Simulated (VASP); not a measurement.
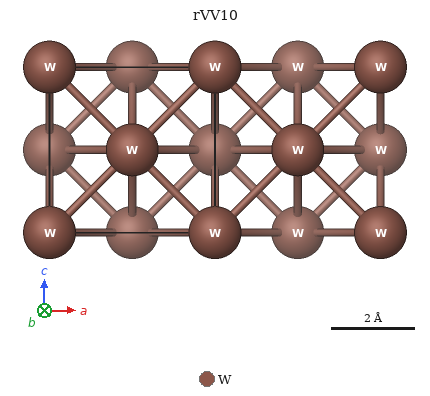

Solid W (set up in Fm-3m), relaxed (cell and atoms) with several dispersion corrections. The picture shows the result with rVV10. The picture is a ball-and-stick view of the conventional cell (4 times the calculation's cell), repeated 2 × 1 × 1 with one cell outlined, seen along the b axis. Lengths and directions refer to the drawn axes.

Computed with VASP 6.6.1: r2SCAN, VASP PAW PBE potentials, recommended. Settings: plane-wave cutoff 600 eV; k-point mesh 11 × 11 × 11; occupations fermi-dirac; smearing width 0.05 eV; no spin polarisation.

```
dispersion correction  volume (Å³/atom)  a (Å)
                rVV10            16.162  4.013
                 none                 ?      ?
                   D4            16.149  4.012
               D3(BJ)            16.076  4.006
```

> Fill in the missing row.

With none the volume is the largest of the series, above rVV10 (16.162). The calculation gives 16.243 Å³/atom (a = 4.020 Å). In order of volume: D3(BJ) < D4 < rVV10 < none; the spread is 1.0 %.
